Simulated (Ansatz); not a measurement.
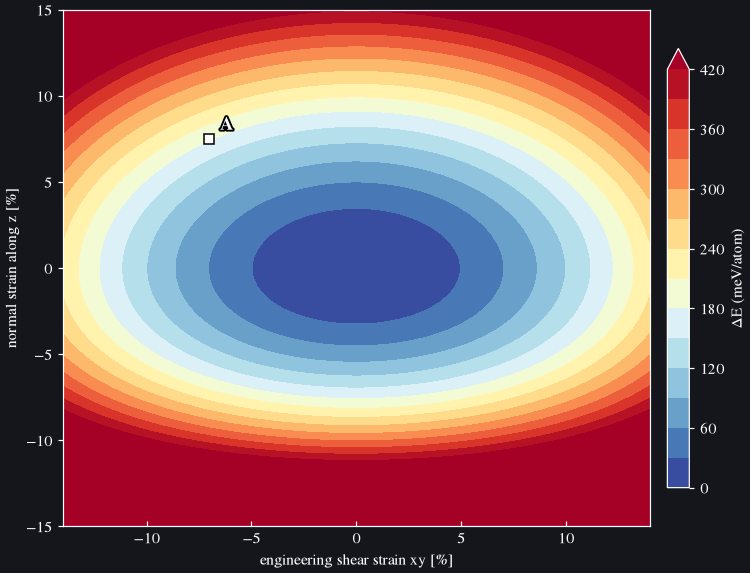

Ir (Fm-3m, No. 225; 1 atom in the cell). The energy is mapped over two homogeneous strains (x, y and z along the cube axes). The first coordinate is: engineering shear strain xy; the second: normal strain along z. Nothing is relaxed (symmetry fixes all fractional coordinates). The scan uses a 9 × 9 grid; 45 points were computed and 36 follow by symmetry. Points are written as (first, second). Energies are in meV/atom, from the lowest grid point. These are results of Ansatz, DFT PBE, scalar-relativistic, plane waves, PAW, not measurements. Settings: cutoff 420 eV, k-mesh 20×20×20, gaussian smearing 0.15 eV, no spin polarisation.

Drawn: filled contours, one colour for all values above the top of the scale, the point A. Between grid points the surface is interpolated.

Q: Is A at rest? If not, where is it pushed?

A: A, at (−7.0 %, 7.50 %), is not a stationary point. The computed force is 16 meV/atom for each 1 % towards larger values of engineering shear strain xy and 30 meV/atom for each 1 % towards smaller values of normal strain along z.

PAW datasets: the set soft_1.
